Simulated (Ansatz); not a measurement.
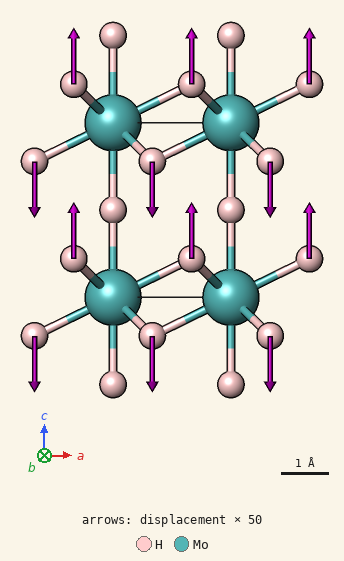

A relaxation of crystalline MoH3 (a generated structure, set up in P-3m1). The starting structure is drawn; purple arrows show the displacements (the part carried along by the change of the cell is left out), magnified 50 times.

The picture is a ball-and-stick view of the cell of the calculation, seen along the b axis.

The calculation used DFT PBE, scalar-relativistic, plane waves, PAW (Ansatz).

Input file:
```yaml
crystal:
  lattice:
    - [2.9409737648, 0.0, 0.0]
    - [-1.4704868824, 2.5469579922, 0.0]
    - [0.0, 0.0, 3.7722474091]
  atoms:
    - { symbol: H, position: [0.3333333333, 0.6666666667, 0.7791658215] }
    - { symbol: H, position: [0.6666666667, 0.3333333333, 0.2208341785] }
    - { symbol: H, position: [0.0, 0.0, 0.5] }
    - { symbol: Mo, position: [0.0, 0.0, 0.0] }
basis:
  ecutwfc: 420
kpoints:
  mp_grid: { grid: [18, 18, 12] }
hamiltonian:
  xc: pbe
scf:
  occupations: { method: gaussian, width: 0.1 }
output:
  forces: true
  stress: true
  eigenvalues: true
relax:
  adjacent_minimum: "off"
  f_tol: 0.01
  max_steps: 80
  cell: { stress_tol: 0.05 }
```

Run as
```bash
ansatz run input.yaml --threads 1 --pin off --max-ram 2560MiB --backend cpu --events-out ev --progress --plain --runs-dir out
```

### Which element moves most?

Hydrogen: up to 0.025 Å, against 0.000 Å for molybdenum.

### What happened in the run?

The energy falls by 2.5 meV per cell of the calculation in 4 accepted moves (5 points after the start). Largest force component: 0.045 eV/Å at the start, 0.0002 eV/Å at the end. Pressure: −0.68 GPa at the start and −0.01 GPa at the end. The SCF was repeated once at an unchanged geometry on a basis and grid sized afresh for the cell, which shifted the energy by 0.4 meV per cell of the calculation at most. The largest moves relative to the cell, 0.025 Å, are those of H1 and H2. H2 goes along +c. Mo stays in place. The drawn cell changes as follows: a = b 2.941 → 2.923 Å (−0.6 %), c 3.772 → 3.785 Å (+0.3 %); the volume changes by −0.9 %. Among the contacts that change: Mo4–Mo4 2.941 → 2.923 Å. The space group stays P-3m1 (No. 164). The run took 27 s on 1 thread of AMD EPYC 9R14 (Zen 4), on a shared host, peak memory 0.49 GiB.
